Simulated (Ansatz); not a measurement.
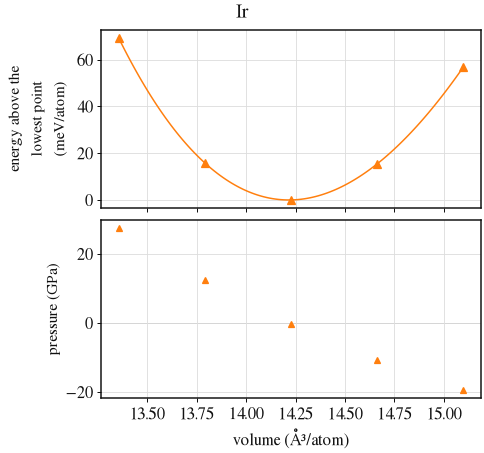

Plotted: energy above the lowest point and pressure against volume for Ir, space group Fm-3m (No. 225) (one of a set of cubic test structures, which need not be the stable phase).

Computed with Ansatz 0.2.0 development build: equation of state of a cubic crystal from periodic Kohn-Sham density functional theory without spin, third-order Birch-Murnaghan fit to the free energies; pressure corrected for the finite basis. Level: r2SCAN.

structure type fcc; atoms in cell 1; space group number 225; lattice centring face-centred primitive; k mesh 15×15×15; occupation method Fermi–Dirac; occupation width 0.1 eV; wave cutoff 820 eV; datasets hand-made PAW; density tolerance 1e−09 eV; bands 20; density cutoff ratio 4; search for lower states default; xc grid level 2.

### Give the fitted equation-of-state parameters.

A third-order Birch–Murnaghan fit gives V0 = 14.22 Å³/atom, B0 = 376 GPa and B′ = 5.0.

### What does the pressure do across the range?

It falls from 27.5 GPa at volume 13.36 Å³/atom to −19.4 GPa at 15.10 Å³/atom, and changes sign near 14.22 Å³/atom.

Caveats: modest k-mesh, values are not fully converged in k.
